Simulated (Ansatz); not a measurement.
# F_N in AlN (P6_3mc): charge-transition levels and formation energies

Aim: at which Fermi levels does F_N in AlN (P6_3mc) change its charge? The model is a cell of 72 host atoms with 1 N taken out and 1 F put in.

Calculated with Ansatz 0.2.0; place-levels on r2SCAN runs: charge-transition levels and formation energies with image-charge correction and potential alignment at the atomic sites; PAW set soft_1.

## (1) The starting structure

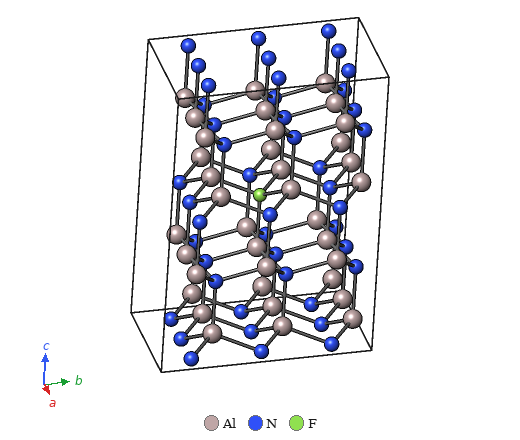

The cell as given, slightly off an axis (aluminium light grey, nitrogen blue, fluorine green). Some periodic images of atoms are drawn too.

The cell holds 72 atoms: 36 Al, 35 N and 1 F. Its edges and angles: a = 9.320 Å, b = 9.320 Å, c = 9.956 Å, α = 90.0°, β = 90.0°, γ = 120.0°. It derives from AlN (space group P6_3mc). Nearest the centre at fractional (0.556, 0.444, 0.440): F35 at 0.00 Å, Al26 at 1.89 Å, Al58 at 1.89 Å, Al34 at 1.89 Å, Al33 at 1.90 Å, N28 at 3.07 Å, N32 at 3.07 Å, N60 at 3.07 Å.

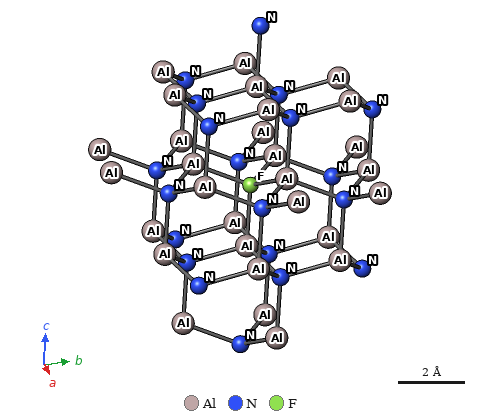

The atoms within 5 Å of the centre.

Structure file:

```xyz
72
Lattice="9.3196 0.0000 0.0000 -4.6598 8.0710 0.0000 0.0000 0.0000 9.9565" Properties=species:S:1:pos:R:3 pbc="T T T"
Al    1.5533    0.8968    2.4852
Al    0.0000    1.7936    4.9743
N     1.5533    0.8968    4.3848
N     0.0000    1.7936    1.8957
Al    1.5533    0.8968    7.4634
Al    0.0000    1.7936    9.9525
N     1.5533    0.8968    9.3631
N     0.0000    1.7936    6.8739
Al    0.0000    3.5871    2.4852
Al   -1.5533    4.4839    4.9743
N     0.0000    3.5871    4.3848
N    -1.5533    4.4839    1.8957
Al    0.0000    3.5871    7.4634
Al   -1.5533    4.4839    9.9525
N     0.0000    3.5871    9.3631
N    -1.5533    4.4839    6.8739
Al   -1.5533    6.2774    2.4852
Al   -3.1065    7.1742    4.9743
N    -1.5533    6.2774    4.3848
N    -3.1065    7.1742    1.8957
Al   -1.5533    6.2774    7.4634
Al   -3.1065    7.1742    9.9525
N    -1.5533    6.2774    9.3631
N    -3.1065    7.1742    6.8739
Al    4.6598    0.8968    2.4852
Al    3.1065    1.7936    4.9743
N     4.6598    0.8968    4.3848
N     3.1065    1.7936    1.8957
Al    4.6598    0.8968    7.4634
Al    3.1065    1.7936    9.9525
N     4.6598    0.8968    9.3631
N     3.1065    1.7936    6.8739
Al    3.1065    3.5871    2.4852
Al    1.5533    4.4839    4.9743
F     3.1065    3.5871    4.3848
N     1.5533    4.4839    1.8957
Al    3.1065    3.5871    7.4634
Al    1.5533    4.4839    9.9525
N     3.1065    3.5871    9.3631
N     1.5533    4.4839    6.8739
Al    1.5533    6.2774    2.4852
Al    0.0000    7.1742    4.9743
N     1.5533    6.2774    4.3848
N     0.0000    7.1742    1.8957
Al    1.5533    6.2774    7.4634
Al    0.0000    7.1742    9.9525
N     1.5533    6.2774    9.3631
N     0.0000    7.1742    6.8739
Al    7.7663    0.8968    2.4852
Al    6.2130    1.7936    4.9743
N     7.7663    0.8968    4.3848
N     6.2130    1.7936    1.8957
Al    7.7663    0.8968    7.4634
Al    6.2130    1.7936    9.9525
N     7.7663    0.8968    9.3631
N     6.2130    1.7936    6.8739
Al    6.2130    3.5871    2.4852
Al    4.6598    4.4839    4.9743
N     6.2130    3.5871    4.3848
N     4.6598    4.4839    1.8957
Al    6.2130    3.5871    7.4634
Al    4.6598    4.4839    9.9525
N     6.2130    3.5871    9.3631
N     4.6598    4.4839    6.8739
Al    4.6598    6.2774    2.4852
Al    3.1065    7.1742    4.9743
N     4.6598    6.2774    4.3848
N     3.1065    7.1742    1.8957
Al    4.6598    6.2774    7.4634
Al    3.1065    7.1742    9.9525
N     4.6598    6.2774    9.3631
N     3.1065    7.1742    6.8739
```

The host's dielectric constants go in as inputs: (4.49, 4.49, 4.72) for the electrons alone, (8.15, 8.15, 9.65) with the ions, computed on the host (DFPT, PBEsol, on the r2SCAN cell), and a cell off the functional's own equilibrium shifts the ionic part.

The cell's shortest repeat is 9.3 Å.

## (2) The runs of each charge state

A transition level is the Fermi level at which two charge states cost the same, so each charge needs its own total energy, at its own relaxed structure.

Each atom starts 0.05 Å or so off its site in a random direction: a symmetric start keeps its symmetry, and would miss off-centre moves and Jahn–Teller distortions. Forces are taken at one point at (¼, ¼, ¼). The cell holds 1 electron more than the neutral one, with a uniform background that keeps it neutral on the whole. The electron count is odd, so at least one spin is unpaired; this run locks the moment at 1 μB.

The sampling was tested on the host first: at the k-points planned (1x1x1 shifted 0.25 0.25 0.25) its energy lies -0.014 eV an atom from the dense-mesh value, under the bound of 0.02 eV set for this test; that bounds the host's error, not the defect's.

One state's input; the others differ in charge, spin, start and seed, and in occupations where the table says so.

qm1_M1.relax/input.yaml

```yaml
crystal:
  lattice:
    - [9.31956554, 9.0e-08, 0.0]
    - [-4.65978284, 8.07098046, 0.0]
    - [0.0, 0.0, 9.95647772]
  atoms:
    - { symbol: Al, position: [0.22222222, 0.11111111, 0.24960167] }
    - { symbol: Al, position: [0.11111111, 0.22222222, 0.49960167] }
    - { symbol: "N", position: [0.22222222, 0.11111111, 0.44039833] }
    - { symbol: "N", position: [0.11111111, 0.22222222, 0.19039833] }
    - { symbol: Al, position: [0.22222222, 0.11111111, 0.74960167] }
    - { symbol: Al, position: [0.11111111, 0.22222222, 0.99960167] }
    - { symbol: "N", position: [0.22222222, 0.11111111, 0.94039833] }
    - { symbol: "N", position: [0.11111111, 0.22222222, 0.69039833] }
    - { symbol: Al, position: [0.22222222, 0.44444444, 0.24960167] }
    - { symbol: Al, position: [0.11111111, 0.55555556, 0.49960167] }
    - { symbol: "N", position: [0.22222222, 0.44444444, 0.44039833] }
    - { symbol: "N", position: [0.11111111, 0.55555556, 0.19039833] }
    - { symbol: Al, position: [0.22222222, 0.44444444, 0.74960167] }
    - { symbol: Al, position: [0.11111111, 0.55555556, 0.99960167] }
    - { symbol: "N", position: [0.22222222, 0.44444444, 0.94039833] }
    - { symbol: "N", position: [0.11111111, 0.55555556, 0.69039833] }
    - { symbol: Al, position: [0.22222222, 0.77777778, 0.24960167] }
    - { symbol: Al, position: [0.11111111, 0.88888889, 0.49960167] }
    - { symbol: "N", position: [0.22222222, 0.77777778, 0.44039833] }
    - { symbol: "N", position: [0.11111111, 0.88888889, 0.19039833] }
    - { symbol: Al, position: [0.22222222, 0.77777778, 0.74960167] }
    - { symbol: Al, position: [0.11111111, 0.88888889, 0.99960167] }
    - { symbol: "N", position: [0.22222222, 0.77777778, 0.94039833] }
    - { symbol: "N", position: [0.11111111, 0.88888889, 0.69039833] }
    - { symbol: Al, position: [0.55555556, 0.11111111, 0.24960167] }
    - { symbol: Al, position: [0.44444444, 0.22222222, 0.49960167] }
    - { symbol: "N", position: [0.55555556, 0.11111111, 0.44039833] }
    - { symbol: "N", position: [0.44444444, 0.22222222, 0.19039833] }
    - { symbol: Al, position: [0.55555556, 0.11111111, 0.74960167] }
    - { symbol: Al, position: [0.44444444, 0.22222222, 0.99960167] }
    - { symbol: "N", position: [0.55555556, 0.11111111, 0.94039833] }
    - { symbol: "N", position: [0.44444444, 0.22222222, 0.69039833] }
    - { symbol: Al, position: [0.55555556, 0.44444444, 0.24960167] }
    - { symbol: Al, position: [0.44444444, 0.55555556, 0.49960167] }
    - { symbol: F, position: [0.55555556, 0.44444444, 0.44039833] }
    - { symbol: "N", position: [0.44444444, 0.55555556, 0.19039833] }
    - { symbol: Al, position: [0.55555556, 0.44444444, 0.74960167] }
    - { symbol: Al, position: [0.44444444, 0.55555556, 0.99960167] }
    - { symbol: "N", position: [0.55555556, 0.44444444, 0.94039833] }
    - { symbol: "N", position: [0.44444444, 0.55555556, 0.69039833] }
    - { symbol: Al, position: [0.55555556, 0.77777778, 0.24960167] }
    - { symbol: Al, position: [0.44444444, 0.88888889, 0.49960167] }
    - { symbol: "N", position: [0.55555556, 0.77777778, 0.44039833] }
    - { symbol: "N", position: [0.44444444, 0.88888889, 0.19039833] }
    - { symbol: Al, position: [0.55555556, 0.77777778, 0.74960167] }
    - { symbol: Al, position: [0.44444444, 0.88888889, 0.99960167] }
    - { symbol: "N", position: [0.55555556, 0.77777778, 0.94039833] }
    - { symbol: "N", position: [0.44444444, 0.88888889, 0.69039833] }
    - { symbol: Al, position: [0.88888889, 0.11111111, 0.24960167] }
    - { symbol: Al, position: [0.77777778, 0.22222222, 0.49960167] }
    - { symbol: "N", position: [0.88888889, 0.11111111, 0.44039833] }
    - { symbol: "N", position: [0.77777778, 0.22222222, 0.19039833] }
    - { symbol: Al, position: [0.88888889, 0.11111111, 0.74960167] }
    - { symbol: Al, position: [0.77777778, 0.22222222, 0.99960167] }
    - { symbol: "N", position: [0.88888889, 0.11111111, 0.94039833] }
    - { symbol: "N", position: [0.77777778, 0.22222222, 0.69039833] }
    - { symbol: Al, position: [0.88888889, 0.44444444, 0.24960167] }
    - { symbol: Al, position: [0.77777778, 0.55555556, 0.49960167] }
    - { symbol: "N", position: [0.88888889, 0.44444444, 0.44039833] }
    - { symbol: "N", position: [0.77777778, 0.55555556, 0.19039833] }
    - { symbol: Al, position: [0.88888889, 0.44444444, 0.74960167] }
    - { symbol: Al, position: [0.77777778, 0.55555556, 0.99960167] }
    - { symbol: "N", position: [0.88888889, 0.44444444, 0.94039833] }
    - { symbol: "N", position: [0.77777778, 0.55555556, 0.69039833] }
    - { symbol: Al, position: [0.88888889, 0.77777778, 0.24960167] }
    - { symbol: Al, position: [0.77777778, 0.88888889, 0.49960167] }
    - { symbol: "N", position: [0.88888889, 0.77777778, 0.44039833] }
    - { symbol: "N", position: [0.77777778, 0.88888889, 0.19039833] }
    - { symbol: Al, position: [0.88888889, 0.77777778, 0.74960167] }
    - { symbol: Al, position: [0.77777778, 0.88888889, 0.99960167] }
    - { symbol: "N", position: [0.88888889, 0.77777778, 0.94039833] }
    - { symbol: "N", position: [0.77777778, 0.88888889, 0.69039833] }
  host:
    repeats: [3, 3, 2]
    atoms:
      - { symbol: Al, position: [0.66666667, 0.33333333, 0.49920333] }
      - { symbol: Al, position: [0.33333333, 0.66666667, 0.99920333] }
      - { symbol: "N", position: [0.66666667, 0.33333333, 0.88079667] }
      - { symbol: "N", position: [0.33333333, 0.66666667, 0.38079667] }
total_charge: -1
basis:
  ecutwfc: 500
  xc_grid: 2
hamiltonian:
  xc: r2scan
  pseudopotentials: { kind: paw, azcp: { folder: soft_1 } }
kpoints:
  mp_grid: { grid: [1, 1, 1], shift: [0.25, 0.25, 0.25] }
magnetization:
  spin_polarized: true
  initial_magnetization: 1
  spin_locking: { lock_magnetization: hard }
scf:
  occupations: { method: fixed }
  max_iter: 80
output:
  forces: true
  charged_corrections:
    epsilon: [4.49, 4.49, 4.72]
    static_epsilon: [8.15, 8.15, 9.65]
    defect_position: [0.555556, 0.444444, 0.440398]
relax:
  f_tol: 0.02
  max_steps: 80
  random_displacement: { amplitude: 0.05, seed: 2813 }
checkpoint:
  write: "../qm1_M1.relax.run"
  compress: false
  write_wavefunctions: true
  write_every: 100000
```

Run with:

```console
ansatz run input.yaml --threads 4 --pin off --max-ram 7536MiB --backend cpu --events-out ev --progress --plain --runs-dir out
```

The relaxed structure is kept and the sampling changed to a 2×2×2 shifted mesh.

The run of this state that the levels use, under r2SCAN:

qm1_M1.point/input.yaml

```yaml
crystal:
  checkpoint: "../qm1_M1.relax.run"
  host: checkpoint
total_charge: -1
basis:
  ecutwfc: 500
  xc_grid: 2
hamiltonian:
  xc: r2scan
  pseudopotentials: { kind: paw, azcp: { folder: soft_1 } }
kpoints:
  mp_grid: { grid: [2, 2, 2], shift: [0.5, 0.5, 0.5] }
magnetization:
  spin_polarized: true
  initial_magnetization: 1
  spin_locking: { lock_magnetization: hard }
scf:
  occupations: { method: fermi_dirac, width: 0.01 }
  max_iter: 80
output:
  forces: true
  eigenvalues: true
  charged_corrections:
    epsilon: [4.49, 4.49, 4.72]
    static_epsilon: [8.15, 8.15, 9.65]
    defect_position: [0.555556, 0.444444, 0.440398]
  eigenstates: { localisation: true }
  populations: true
  efg: {}
  band_densities: [{ bands: [v1, v1] }, { bands: [c1, c1] }]
  write_density: true
  write_potential: true
  volumetric_format: npy
checkpoint:
  read: "../qm1_M1.relax.run"
  write: "../qm1_M1.point.run"
  compress: false
  write_wavefunctions: false
  write_every: 100000
```

Relaxations under r2SCAN at one point at (¼, ¼, ¼); times on 4 threads of Arm Neoverse V1, shared host:

| charge | moment (μB) | occupations | outcome | steps | largest displacement against the far atoms (Å) | time |
| --- | --- | --- | --- | --- | --- | --- |
| −1 | 1 | fixed | converged | 17 | 1.07 | 9.5 min |
| 0 | 0 | fixed | converged | 16 | 1.01 | 3.2 min |
| +1 | 1 | fixed | converged | 11 | 0.67 | 5.5 min |
| +2 | 0 | fixed | converged | 12 | 0.57 | 2.3 min |

Single points under r2SCAN at a 2×2×2 shifted mesh; times on 4 threads of Arm Neoverse V1, shared host:

| charge | moment (μB) | occupations | outcome | time |
| --- | --- | --- | --- | --- |
| −1 | 1 | fermi-dirac | converged | 3.6 min |
| 0 | 0 | fermi-dirac | converged | 80 s |
| +1 | 1 | fermi-dirac | converged | 3.1 min |
| +2 | 0 | fermi-dirac | converged | 75 s |

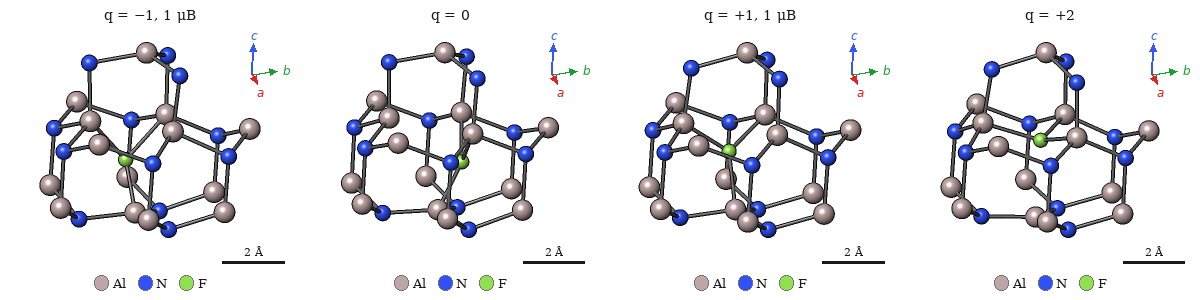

The structures near the centre after relaxation with r2SCAN, by charge.

Distances (Å) from F35 to the nearest atoms after relaxation with r2SCAN:

| charge | moment (μB) | 1. | 2. | 3. | 4. | 5. | 6. |
| --- | --- | --- | --- | --- | --- | --- | --- |
| −1 | 1 | Al 1.77 | Al 2.05 | Al 2.09 | N 2.49 | N 2.50 | N 2.55 |
| 0 | 0 | Al 1.80 | Al 1.99 | Al 2.05 | N 2.51 | N 2.54 | N 2.56 |
| +1 | 1 | Al 1.91 | Al 1.95 | Al 1.99 | N 2.66 | N 2.69 | N 2.70 |
| +2 | 0 | Al 2.03 | Al 2.03 | Al 2.03 | Al 2.62 | N 2.95 | N 2.96 |

(Continued in part 2 of 2.)

[Logs are printed without paths, hosts, clocks, repeated set-up lines and the standing remarks that a program may print on its own settings, such as how far it seeks lower states.]

[Hosts, paths, dates, database ids (printed as entryN), source tags and the programs' standing remarks are cut or masked in the printed files.]

[Where a table of states has a column of steps, it counts the stored structures, which are thinned; the runs took as many ionic steps or more.]

[A defect's name tells the site on which it was built; relaxed atoms can leave that site.]

[For some hosts the program warned that the k-mesh of the response run may be too coarse for force constants and the static dielectric constant; such warnings are not shown here.]
